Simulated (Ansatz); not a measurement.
**SiGe$_{3}$: density, localisation and related maps**

The calculation's input:

```
crystal:
  lattice:
    - [4.0126314324, 0.0, 0.0]
    - [0.0, 4.0126314324, 0.0]
    - [0.0, 0.0, 5.6797824734]
  atoms:
    - { symbol: Si, position: [0.5, 0.5, 0.5] }
    - { symbol: Ge, position: [0.0, 0.0, 0.0] }
    - { symbol: Ge, position: [0.5, 0.0, 0.743543941] }
    - { symbol: Ge, position: [0.0, 0.5, 0.256456059] }
basis:
  ecutwfc: 500
kpoints:
  mp_grid: { grid: [10, 10, 6] }
  band_path:
    path:
      - [[0.0, 0.0, 0.0], [0.0, 0.5, 0.0], [0.5, 0.5, 0.0], [0.0, 0.0, 0.0], [0.0, 0.0, 0.5], [0.0, 0.5, 0.5], [0.5, 0.5, 0.5], [0.0, 0.0, 0.5]]
      - [[0.0, 0.5, 0.0], [0.0, 0.5, 0.5]]
      - [[0.5, 0.5, 0.0], [0.5, 0.5, 0.5]]
    npoints: 14
hamiltonian:
  xc: r2scan
scf:
  occupations: { method: gaussian, width: 0.01 }
  n_extra_bands: 10
output:
  forces: true
  stress: true
  eigenvalues: true
  populations: true
  dos: { projected: true, de: 0.02, nscf_kmesh: { grid: [12, 12, 8] } }
  bader: true
  write_density: true
  write_potential: true
  elf: true
  volumetric_format: npy
```

Run with:

```sh
ansatz run input.yaml --threads 1 --pin off --max-ram 2560MiB --backend cpu --events-out ev --progress --plain --runs-dir out
```

Below, planes, directions and counts refer to the conventional cell (a = 4.01 Å, b = 4.01 Å, c = 5.68 Å, α = 90.00°, β = 90.00°, γ = 90.00°).

Space group P-4m2; a structure generated by program, which may or may not match a known phase; computed pressure about −3 GPa in this cell.

The calculation used DFT r2SCAN, scalar-relativistic, plane waves, PAW in Ansatz 0.2.0.

Core electrons are frozen (PAW), and the valence fields are smoothed inside the atomic spheres.

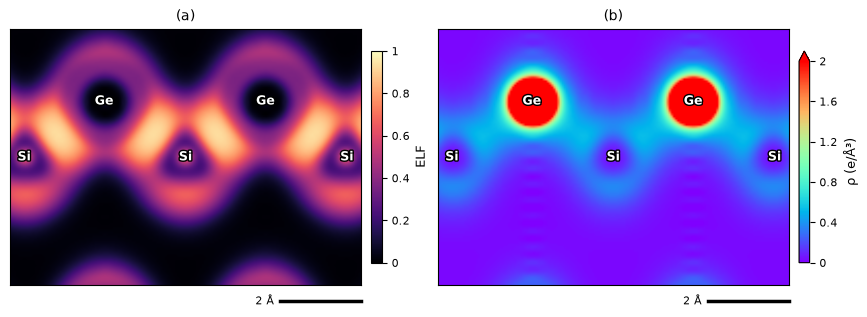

Figure 1. (a) electron localisation function; (b) valence electron density on the (100) plane of the conventional cell.

### Interpret the plot.

- Atoms in the plane: Si and Ge.
- Si–Ge (2.44 Å): the density is about 0.53 e/Å³ at the midpoint; the ELF peaks at about 0.95 between the atoms (a covalent bond).
- The density dies away to nearly zero in the voids.

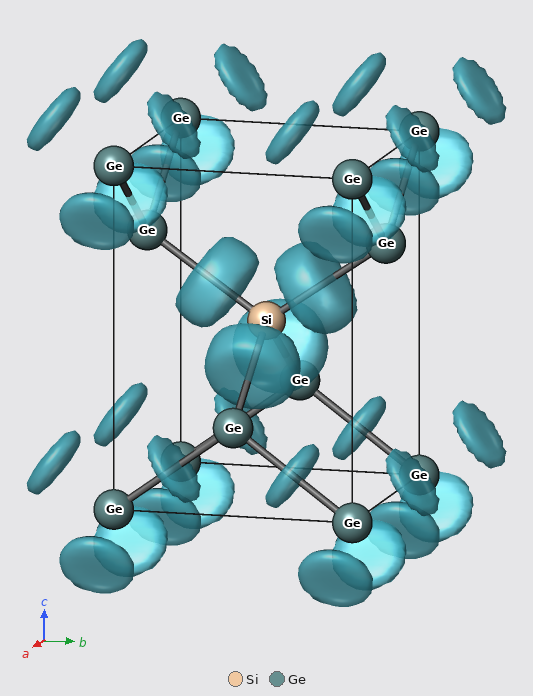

Figure 2. Isosurface of the ELF at 0.7 (cyan), seen slightly off an axis. Only the valence region is drawn (cores and ρ < 0.01 e/Å³ removed). Sticks mark near contacts.

### Describe the localisation domains.

The ELF exceeds this value in four regions between bonded Ge–Ge atoms (shared pairs) and four regions between bonded Ge–Si atoms (shared pairs), counted in one cell of 4 atoms. Regions shared between cells count once. Along the contacts the grid gives the following. Ge–Ge (2.48 Å): the ELF peaks at about 0.80 between the atoms: a covalent bond.

### Metal or insulator at this level of theory?

It is gapped, with a Kohn–Sham gap of 0.43 eV on the k-point mesh (the band edges may lie off the mesh, which would make the gap smaller).

### How much charge does the calculation move between the atoms?

Electrons move from Si towards Ge. Bader charges: Si +0.28 and Ge −0.14 to 0.00 e.
